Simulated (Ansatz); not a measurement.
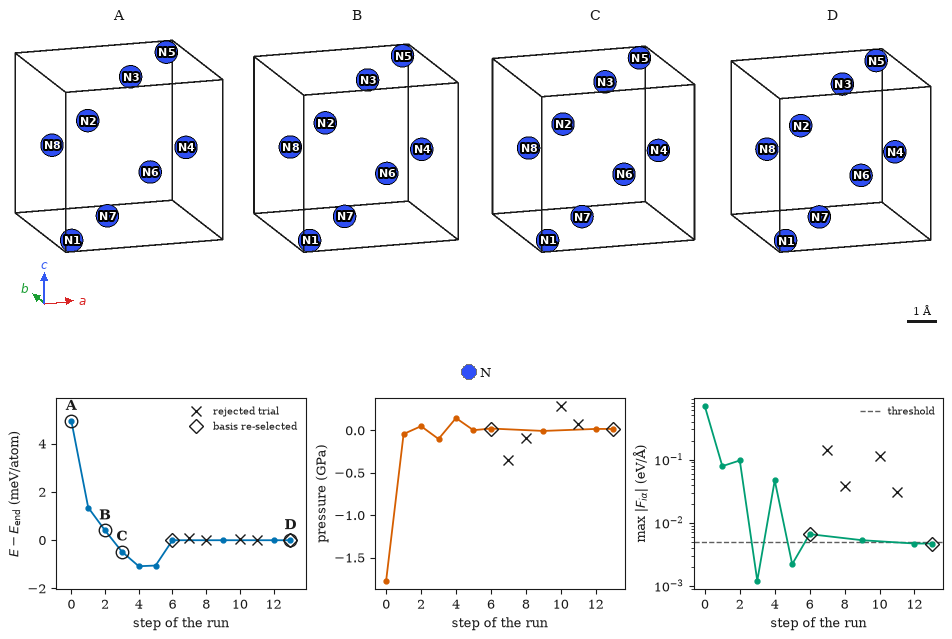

Frames of a relaxation of a crystal of N (built on the database structure type), marked on the history of the run. A ball-and-stick model of the cell of the calculation, seen slightly off an axis.

Computed with Ansatz 0.2.0, DFT, r2SCAN+rVV10, plane waves, PAW.

The input:
```yaml
crystal:
  lattice:
    - [5.6998316013, 0.0, 0.0]
    - [0.0, 5.6998316013, 0.0]
    - [0.0, 0.0, 5.6998316013]
  atoms:
    - { symbol: "N", position: [0.0557816265, 0.0557816265, 0.0557816265] }
    - { symbol: "N", position: [0.4442183735, 0.9442183735, 0.5557816265] }
    - { symbol: "N", position: [0.5557816265, 0.4442183735, 0.9442183735] }
    - { symbol: "N", position: [0.9442183735, 0.5557816265, 0.4442183735] }
    - { symbol: "N", position: [0.9442031774, 0.9442031774, 0.9442031774] }
    - { symbol: "N", position: [0.5557968226, 0.0557968226, 0.4442031774] }
    - { symbol: "N", position: [0.4442031774, 0.5557968226, 0.0557968226] }
    - { symbol: "N", position: [0.0557968226, 0.4442031774, 0.5557968226] }
kpoints:
  mp_grid: { grid: [4, 4, 4] }
hamiltonian:
  xc: r2scan
  dispersion: rvv10
scf:
  occupations: { method: fermi_dirac, width: 0.02 }
relax:
  f_tol: 0.005
  cell: {}
```

Command:
```bash
ansatz run input.yaml --threads 4 --pin off --max-ram 6451MiB --backend cpu --events-out ev --progress --plain --runs-dir out
```

Q: Describe the path.

A: The energy falls by 4.9 meV per atom in 7 accepted moves (13 points after the start). The largest force component goes from 0.69 to 0.0047 eV/Å. Pressure: −1.77 GPa at the start and 0.02 GPa at the end. The line search rejected the trial steps at points 7, 8, 10, 11 of the run. At 2 points the geometry stayed and the basis and grid were re-selected for the new cell (energy shift of 1.0 meV per atom at most each time). The largest moves relative to the cell, 0.019 Å, are those of N5, N6, N7 and N8. N6 goes along [1 1 −1]. Cell: a = b = c 5.700 → 5.473 Å (−4.0 %). Volume −11.5 %. Near-neighbour distances that change, for instance: N1–N5 1.102 → 1.093 Å. The space group stays Pa-3 (No. 205). From step 0 to 2: volume −5.2 %, energy −4.5 meV per atom. From step 2 to 3: volume −3.0 %, energy −0.9 meV per atom. From step 3 to 13: volume −3.7 %, energy +0.5 meV per atom.

```json
{"step": "0", "E − E(0), meV/atom": "0.00", "largest force component, eV/Å": "0.6932", "pressure, GPa": "-1.77", "volume, Å³/atom": "23.147", "note": ""}
{"step": "1", "E − E(0), meV/atom": "-3.59", "largest force component, eV/Å": "0.0786", "pressure, GPa": "-0.04", "volume, Å³/atom": "22.544", "note": ""}
{"step": "2", "E − E(0), meV/atom": "-4.54", "largest force component, eV/Å": "0.0967", "pressure, GPa": "0.05", "volume, Å³/atom": "21.942", "note": ""}
{"step": "3", "E − E(0), meV/atom": "-5.42", "largest force component, eV/Å": "0.0012", "pressure, GPa": "-0.10", "volume, Å³/atom": "21.283", "note": ""}
{"step": "4", "E − E(0), meV/atom": "-6.02", "largest force component, eV/Å": "0.0468", "pressure, GPa": "0.15", "volume, Å³/atom": "20.357", "note": ""}
{"step": "5", "E − E(0), meV/atom": "-5.99", "largest force component, eV/Å": "0.0022", "pressure, GPa": "0.00", "volume, Å³/atom": "20.492", "note": ""}
{"step": "6", "E − E(0), meV/atom": "-4.94", "largest force component, eV/Å": "0.0066", "pressure, GPa": "0.02", "volume, Å³/atom": "20.492", "note": "same geometry, new basis"}
{"step": "7", "E − E(0), meV/atom": "-4.84", "largest force component, eV/Å": "0.1442", "pressure, GPa": "-0.35", "volume, Å³/atom": "20.492", "note": "rejected"}
{"step": "8", "E − E(0), meV/atom": "-4.93", "largest force component, eV/Å": "0.0377", "pressure, GPa": "-0.08", "volume, Å³/atom": "20.492", "note": "rejected"}
{"step": "9", "E − E(0), meV/atom": "-4.94", "largest force component, eV/Å": "0.0053", "pressure, GPa": "-0.01", "volume, Å³/atom": "20.492", "note": ""}
{"step": "10", "E − E(0), meV/atom": "-4.88", "largest force component, eV/Å": "0.1126", "pressure, GPa": "0.28", "volume, Å³/atom": "20.492", "note": "rejected"}
{"step": "11", "E − E(0), meV/atom": "-4.94", "largest force component, eV/Å": "0.0301", "pressure, GPa": "0.08", "volume, Å³/atom": "20.492", "note": "rejected"}
{"step": "12", "E − E(0), meV/atom": "-4.94", "largest force component, eV/Å": "0.0047", "pressure, GPa": "0.02", "volume, Å³/atom": "20.492", "note": ""}
{"step": "13", "E − E(0), meV/atom": "-4.94", "largest force component, eV/Å": "0.0047", "pressure, GPa": "0.02", "volume, Å³/atom": "20.492", "note": "same geometry, new basis"}
```
